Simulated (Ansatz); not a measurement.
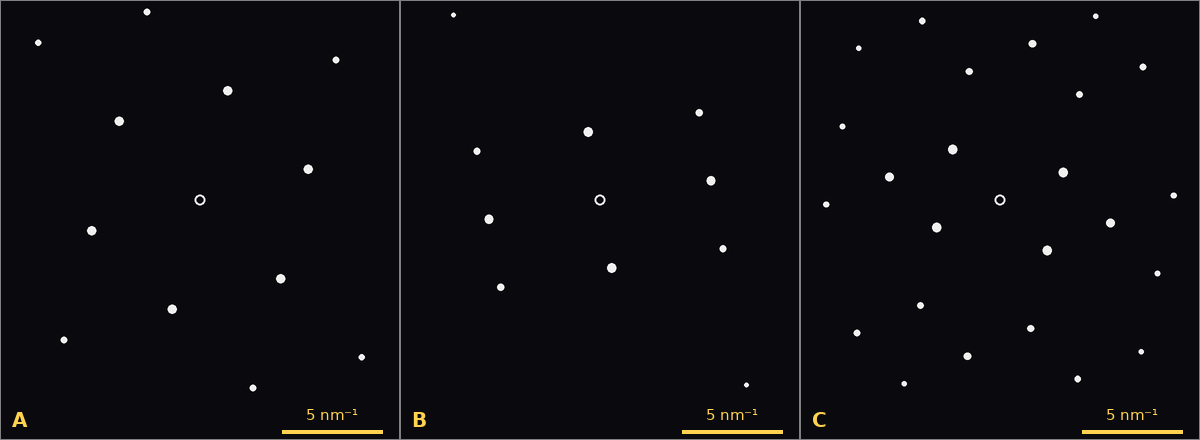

Computed electron diffraction patterns, 120 kV, single scattering only, B = 0.5 Å².

All three come from Ni, space group Fd-3m (No. 227), a = 5.018 Å. Structure: the input geometry of an electronic-structure calculation (not necessarily at equilibrium); the starting structure was generated, so it need not be a known form of this composition.

### Assign the zone axes [110], [111], [211] to A, B and C.

A is [111]: hexagonal net of -2 2 0 at d = 1.77 Å and -2 0 2 at d = 1.77 Å, at 60.0°. B is [211]: rectangular net of -1 1 1 at d = 2.90 Å and 0 -2 2 at d = 1.77 Å, at 90.0°. C is [110]: centred rectangular net of -1 1 -1 at d = 2.90 Å and -1 1 1 at d = 2.90 Å, at 70.5°.
